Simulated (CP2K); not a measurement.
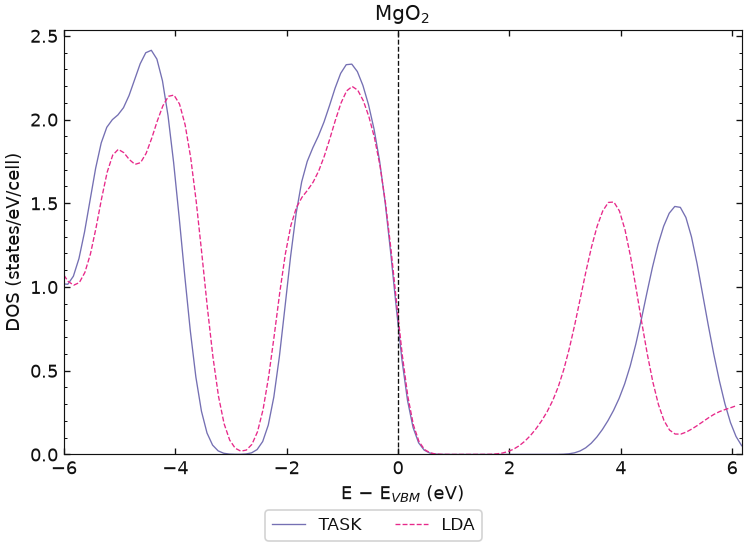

Total densities of states of MgO₂, space group R-3m (No. 166), 3 atoms in the primitive cell (a = 3.210 Å, c = 10.482 Å (hexagonal axes)), by two methods on the same cell. The DOS curves are built from the levels of the k mesh with Gaussians 0.55 eV wide, which also blur the band edges; ripples of that width can come from the mesh. Each is counted from its own valence-band top.

### What changes from one method to the other?

TASK gives a gap of 3.43 eV and LDA gives a gap of 2.15 eV.

Settings. TASK: POTENTIAL_UZH Mg GTH-SCAN-q10, O GTH-SCAN-q6; TZVP-MOLOPT-SCAN-GTH basis, no spin polarisation, no spin-orbit coupling, 10×10×10 k mesh, Fermi-Dirac smearing of 0.05 eV (CP2K). LDA: GTH_POTENTIALS Mg GTH-PADE-q10, O GTH-PADE-q6; TZVP-MOLOPT-PBE-GTH basis, no spin polarisation, no spin-orbit coupling, 10×10×10 k mesh, Fermi-Dirac smearing of 0.05 eV (CP2K 2026.2).

Gaps are the smallest over all k points computed. The cell is at 10 GPa in TASK and −7 GPa in LDA. The basis of atomic orbitals isn't converged, which shifts gaps and empty levels. The cell comes from a database of computed structures, and whether it is the stable form of this composition wasn't checked. TASK: the potentials were made for another functional. LDA, GGA and most meta-GGA functionals understate gaps.
